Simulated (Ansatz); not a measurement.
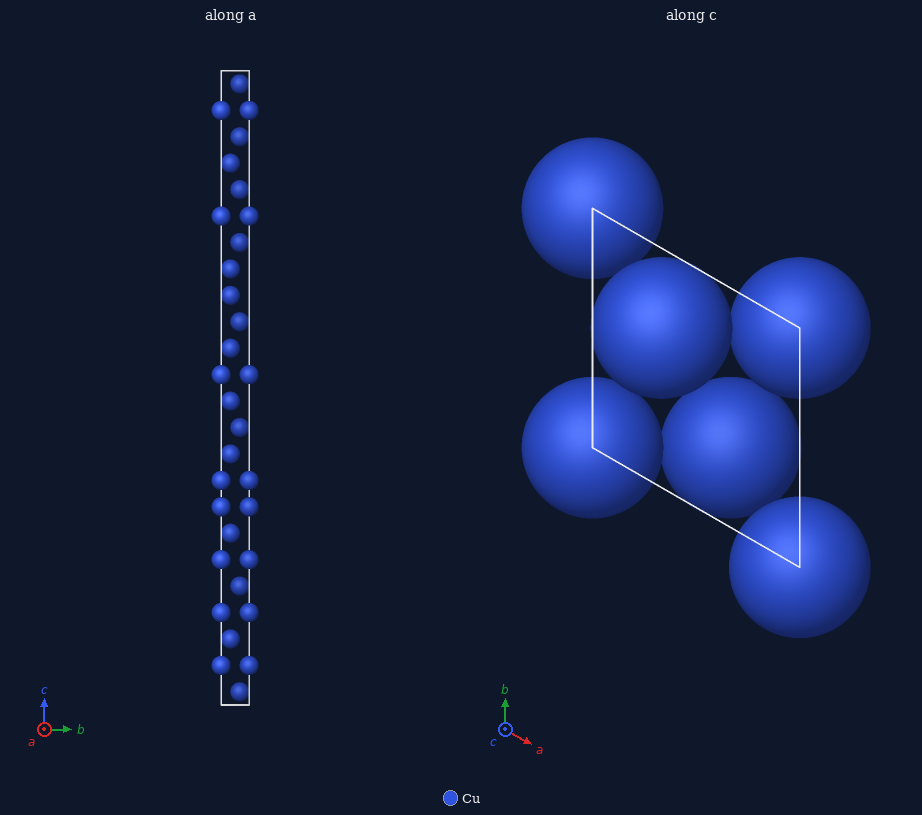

Shown here is a spheres-only view of the crystal, taken along the a axis and along the c axis. Thin lines show the conventional unit cell, with boundary atoms drawn in all their periodic places.

Cu, space group R3m (No. 160), a = 2.52 Å, b = 2.52 Å, c = 49.41 Å, α = 90.00°, β = 90.00°, γ = 120.00°.

Calculation details: DFT PBEsol, scalar-relativistic, plane waves, PAW in Ansatz; wavefunction cutoff 420 eV, k-points about 0.14 Å⁻¹ apart, Gaussian smearing of 0.15 eV, no spin polarisation.

Question: Predict the gap.

Answer: A metal: bands cross the Fermi level.

Question: Would the cell expand or shrink if it could?

Answer: The computed pressure is 3.1 GPa (compressed: it would expand). The stress isn't hydrostatic: its largest component is 11.9 GPa.

The cell started as a structure listed in the Materials Project. The cell was then strained or its atoms displaced on purpose. A calculation with Ansatz used it as input.

At this level of theory the run's own cell isn't at rest (forces up to 2.9 eV/Å), so its distances can differ from those at equilibrium, the more so the softer the solid.
